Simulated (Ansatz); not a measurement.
A series of calculations on Si$_{2}$Mo

Part 1: Relaxation

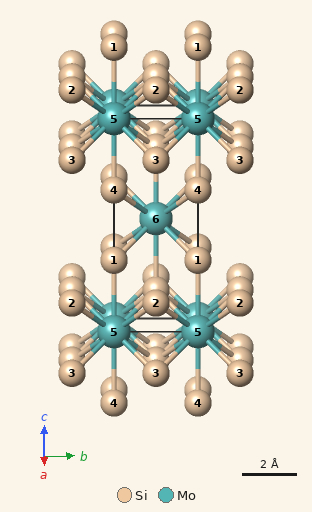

Starting structure of a crystal of Si$_{2}$Mo (set up in I4/mmm). A ball-and-stick model of the cell of the calculation, seen from a free direction.

Case: biaxial strain in the a-b plane of -3.0 %; c and atoms relaxed.

These are results of DFT PBE, scalar-relativistic, plane waves, PAW (Ansatz 0.2.0), not measurements.

Input file:
```yaml
crystal:
  lattice:
    - [3.120341942, 0.0, 0.0]
    - [0.0, 3.120341942, 0.0]
    - [0.0, 0.0, 8.0147343714]
  atoms:
    - { symbol: Si, position: [0.0, 0.0, 0.3349584105] }
    - { symbol: Si, position: [0.5, 0.5, 0.1650415895] }
    - { symbol: Si, position: [0.5, 0.5, 0.8349584105] }
    - { symbol: Si, position: [0.0, 0.0, 0.6650415895] }
    - { symbol: Mo, position: [0.0, 0.0, 0.0] }
    - { symbol: Mo, position: [0.5, 0.5, 0.5] }
basis:
  ecutwfc: 420
kpoints:
  mp_grid: { grid: [12, 12, 6] }
hamiltonian:
  xc: pbe
scf:
  occupations: { method: gaussian, width: 0.1 }
output:
  forces: true
  stress: true
  eigenvalues: true
relax:
  adjacent_minimum: "off"
  f_tol: 0.008
  max_steps: 40
  cell: { stress_tol: 0.015, fix: [a, b, gamma] }
```

Run as
```bash
ansatz run input.yaml --threads 1 --pin off --max-ram 2560MiB --backend cpu --events-out ev --progress --plain --runs-dir out
```

What does the optimiser find from here?

Over 3 accepted moves (4 points after the start) the energy falls by 3.4 meV per cell of the calculation. The largest force component goes from 0.043 to 0.002 eV/Å. Pressure: 9.31 GPa at the start and 10.54 GPa at the end. At 1 point the geometry stayed and the basis and grid were re-selected for the new cell (energy shift of 0.1 meV per cell of the calculation at most each time). No atom moves by more than 0.005 Å relative to the cell. Cell: a = b unchanged at 3.120 Å, c 8.015 → 7.973 Å (−0.5 %). Volume −0.5 %. Some distances before and after: Si1–Mo5 2.685 → 2.667 Å. The space group stays I4/mmm (No. 139).

History of the run:

| step | E − E(0), meV/atom | largest force component, eV/Å | pressure, GPa | volume, Å³/atom | note |
| --- | --- | --- | --- | --- | --- |
| 0 | 0.00 | 0.0432 | 9.31 | 13.006 |  |
| 1 | -0.56 | 0.0260 | 10.88 | 12.922 |  |
| 2 | -0.59 | 0.0103 | 10.56 | 12.938 |  |
| 3 | -0.59 | 0.0020 | 10.55 | 12.938 |  |
| 4 | -0.57 | 0.0020 | 10.54 | 12.938 | same geometry, new basis |

Part 2: Relaxation

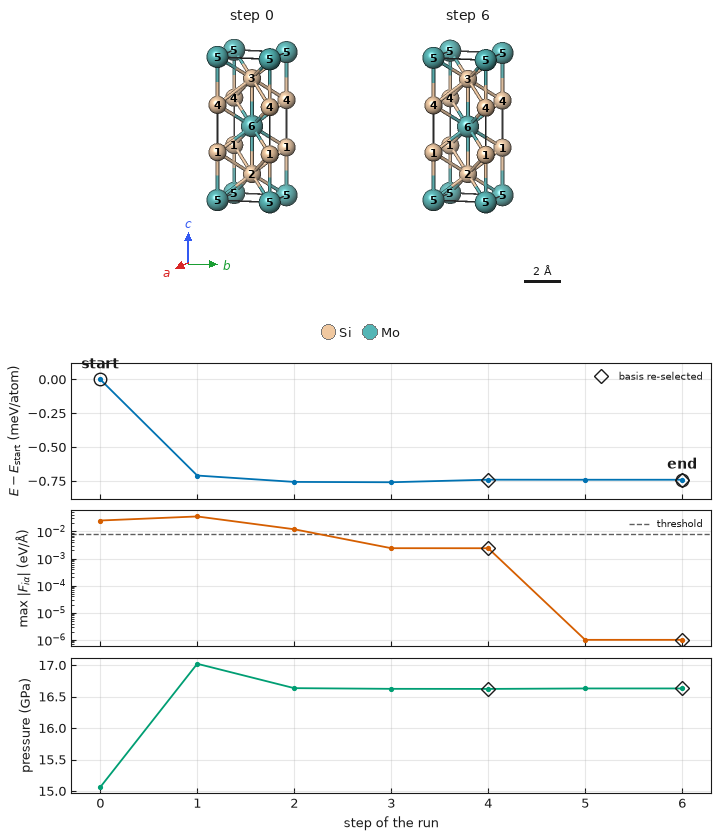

First and last geometry of a relaxation of crystalline Si$_{2}$Mo (set up in I4/mmm), with the history of the run. A ball-and-stick model of the cell of the calculation, seen slightly off an axis.

Case: biaxial strain in the a-b plane of -4.5 %; c and atoms relaxed.

All numbers below come from Ansatz, DFT PBE, scalar-relativistic, plane waves, PAW.

Input file:
```yaml
crystal:
  lattice:
    - [3.0720892316, 0.0, 0.0]
    - [0.0, 3.0720892316, 0.0]
    - [0.0, 0.0, 8.0855915515]
  atoms:
    - { symbol: Si, position: [0.0, 0.0, 0.3345436844] }
    - { symbol: Si, position: [0.5, 0.5, 0.1654563156] }
    - { symbol: Si, position: [0.5, 0.5, 0.8345436844] }
    - { symbol: Si, position: [0.0, 0.0, 0.6654563156] }
    - { symbol: Mo, position: [0.0, 0.0, 0.0] }
    - { symbol: Mo, position: [0.5, 0.5, 0.5] }
basis:
  ecutwfc: 420
kpoints:
  mp_grid: { grid: [12, 12, 6] }
hamiltonian:
  xc: pbe
scf:
  occupations: { method: gaussian, width: 0.1 }
output:
  forces: true
  stress: true
  eigenvalues: true
relax:
  adjacent_minimum: "off"
  f_tol: 0.008
  max_steps: 40
  cell: { stress_tol: 0.015, fix: [a, b, gamma] }
```

Launched with:
```bash
ansatz run input.yaml --threads 1 --pin off --max-ram 2560MiB --backend cpu --events-out ev --progress --plain --runs-dir out
```

What do the curves and the structures tell?

Answer. It converged. The energy falls by 0.7 meV per atom in 4 accepted moves (6 points after the start). The largest force component goes from 0.025 to under 0.0001 eV/Å. The pressure goes from 15.06 to 16.63 GPa. The SCF was repeated twice at an unchanged geometry on a basis and grid sized afresh for the cell, which shifted the energy by less than 0.05 meV per atom at most. No atom moves by more than 0.005 Å relative to the cell. Cell: a = b unchanged at 3.072 Å, c 8.086 → 8.036 Å (−0.6 %). Volume −0.6 %. Near-neighbour distances that change, for instance: Si1–Mo5 2.705 → 2.685 Å, Si1–Si2 2.567 → 2.559 Å. The space group stays I4/mmm (No. 139).

Part 3: A change

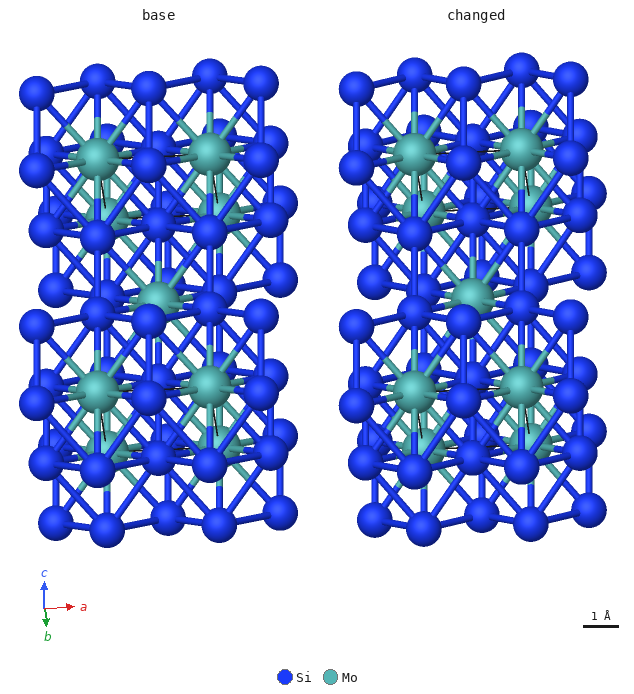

Left: crystalline Si₂Mo (set up in I4/mmm). Right: the same structure after one change, at the same scale. Style: ball-and-stick. Shown: the cell of the calculation, from a free direction.

Computed with Ansatz 0.2.0, DFT PBE, scalar-relativistic, plane waves, PAW. (plane-wave cutoff 420 eV; k-point mesh 12 × 12 × 6; occupations gaussian; smearing width 0.1 eV; no spin polarisation)

What distinguishes the right structure from the left one?

Biaxial strain in the a–b plane, −4.5 %, is applied. The c axis and the atoms are relaxed.

What does the change do?

It costs 89.2 meV per atom. The pressure goes from 0.0 to 16.6 GPa. The principal stresses (compression positive) are 0.0 GPa along c and 24.9 GPa across it. The drawn cell changes as follows: a = b 3.217 → 3.072 Å (−4.5 %), c 7.873 → 8.036 Å (+2.1 %); the volume changes by −6.9 %. The largest moves relative to the cell, 0.007 Å, are those of Si atoms. Mo stays in place. Near-neighbour distances before and after: Si–Si 2.640 → 2.559 Å, Mo–Si 2.619 → 2.548 Å, Si–Si 2.597 → 2.665 Å, Mo–Si 2.638 → 2.685 Å. The space group stays I4/mmm (No. 139).

Part 4: Series

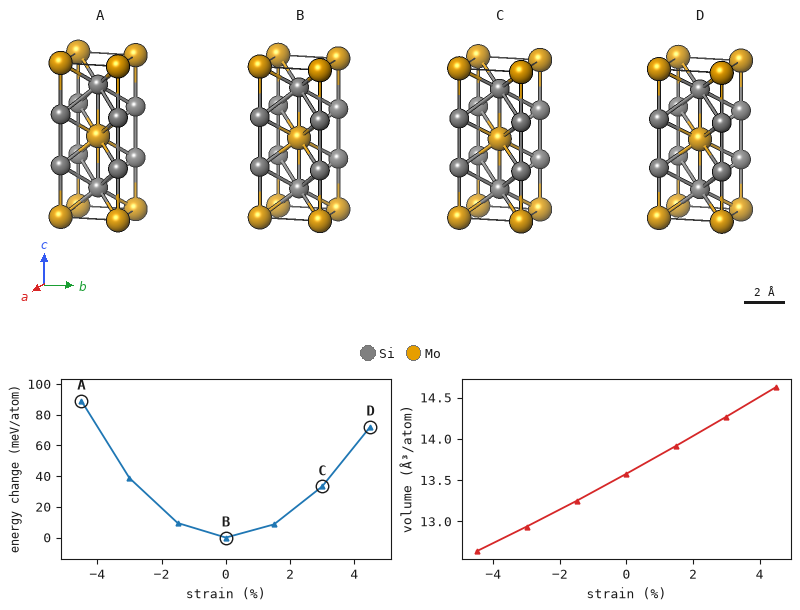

Members of a series of calculations on crystalline Si₂Mo (set up in I4/mmm), marked on the first curve. Style: ball-and-stick. Shown: the cell of the calculation, slightly off an axis.

All numbers below come from DFT PBE, scalar-relativistic, plane waves, PAW in Ansatz. Set-up: plane-wave cutoff 420 eV; k-point mesh 12 × 12 × 6; occupations gaussian; smearing width 0.1 eV; no spin polarisation.

Q: Which kind of strain is it, and how does the structure respond?

A: Biaxial strain in the a–b plane, c and atoms relaxed. A (strain −4.5 %): energy change 89.2 meV/atom, volume 12.64 Å³ per atom. B (strain 0.0 %): energy change 0.0 meV/atom, volume 13.58 Å³ per atom. C (strain 3.0 %): energy change 33.3 meV/atom, volume 14.27 Å³ per atom. D (strain 4.5 %): energy change 72.3 meV/atom, volume 14.63 Å³ per atom. The rest compares A with D. Cell: a = b 3.072 → 3.362 Å (+9.4 %), c 8.036 → 7.767 Å (−3.3 %). Volume +15.7 %. Among the bonded contacts that change: Si–Si 2.559 → 2.725 Å, Mo–Si 2.548 → 2.698 Å, Si–Si 2.665 → 2.552 Å.
